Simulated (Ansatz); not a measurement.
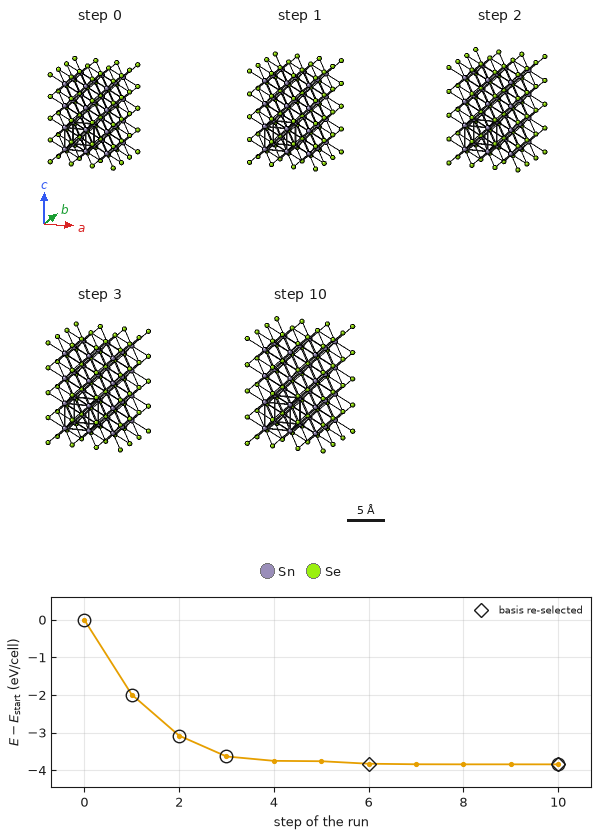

Frames of a relaxation of crystalline SnSe (a generated structure, set up in Pm-3m), marked on the history of the run. Style: ball-and-stick. Shown: the cell of the calculation, repeated 2 × 2 × 3 with one cell outlined, slightly off an axis.

Case: cell and atoms relaxed from a first guess.

All numbers below come from Ansatz, DFT, PBE, PAW with Ansatz's default frozen-core files, scalar-relativistic. (plane-wave cutoff 420 eV; k-point mesh 12 × 12 × 12; occupations fermi dirac; smearing width 0.03 eV; no spin polarisation; cell and atoms relaxed; force threshold 0.005 eV/Å; at most 80 steps)

Q: What happens along the run?

A: The atoms keep their places relative to the cell (all moves are under 0.005 Å). The volume changes by +74.8 %, with a = b = c 3.055 → 3.680 Å (+20.5 %). Near-neighbour distances that change, for instance: Se–Se 3.055 → 3.680 Å, Se–Sn 2.645 → 3.187 Å. The space group stays Pm-3m (No. 221). The energy falls by 3.842 eV per cell of the calculation in 8 accepted moves (10 points after the start). All forces vanish by symmetry, so only the cell relaxes. The pressure goes from 99.39 to −0.01 GPa. The SCF was repeated twice at an unchanged geometry on a basis and grid sized afresh for the cell, which shifted the energy by 66.9 meV per cell of the calculation at most. From step 0 to 1: volume +15.3 %, energy −1.986 eV per cell of the calculation. From step 1 to 2: volume +14.4 %, energy −1.092 eV per cell of the calculation. From step 2 to 3: volume +14.3 %, energy −0.554 eV per cell of the calculation. From step 3 to 10: volume +15.9 %, energy −0.210 eV per cell of the calculation.

```tsv
step	E − E(0), meV/atom	pressure, GPa	volume, Å³/atom	note
0	0.00	99.39	14.252	
1	-993.08	51.76	16.439	
2	-1538.93	25.28	18.802	
3	-1816.09	9.26	21.492	
4	-1874.36	-2.27	24.428	
5	-1879.30	0.00	23.789	
6	-1912.73	2.51	23.789	same geometry, new basis
7	-1919.73	0.85	24.483	
8	-1920.73	0.15	24.828	
9	-1920.75	-0.01	24.911	
10	-1920.95	-0.01	24.911	same geometry, new basis
```
